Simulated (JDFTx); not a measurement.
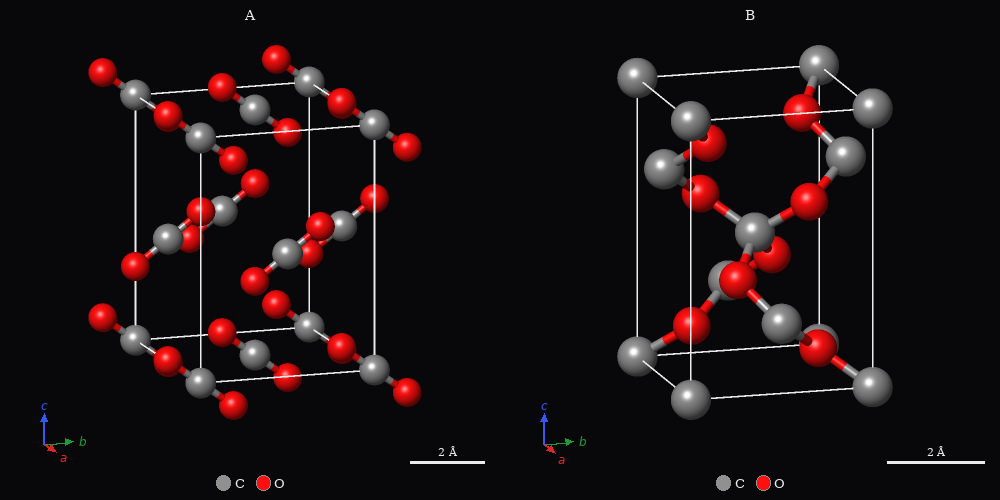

Two structures of CO₂, each relaxed (cell and atoms) at zero pressure; conventional cells in solid outline, small ones repeated, each panel with its own scale. Alike in all runs: JDFTx 1.7.0 (patched build); functional PBEsol; potentials PseudoDojo-SR-PBEsol-0.4.1-standard with smoothed tails; cutoff 1143 eV; occupations fermi-dirac, width 0.05 eV; no spin polarisation; no spin-orbit coupling. The k meshes have like spacings.

Name the structure in each panel.

Answer. A: 12 atoms a cell on a base-centred orthorhombic lattice, Cmce; B: 12 atoms a cell on a body-centred tetragonal lattice, I-42d.

Rank them by energy, lowest first.

Answer. A, then B (+299 meV/atom), static energies at zero smearing.

Could pressure favour another of these structures?

Answer. B is denser (7.6 against 15.5 Å³/atom), so pressure favours it. Setting PΔV equal to ΔE at fixed volumes gives a first estimate of 6 GPa for the crossing; compression of both forms, other phases and heat would move it.

Collect the results in a table.

Answer.
| panel | space group | E − E(lowest) (meV/atom) | volume (Å³/atom) | gap (eV) |
| --- | --- | --- | --- | --- |
| A | Cmce | 0 | 15.5 | 6.60 |
| B | I-42d | 299 | 7.6 | 7.67 |

The starts are database entries or structure types tried for this composition, and the most stable form need not be among them. Gaps are the least found on the k-mesh, which misses some points of high symmetry; where the band edges lie there, the true gap is smaller, at times by an eV.

Caveat: semilocal functionals give gaps below the measured ones.
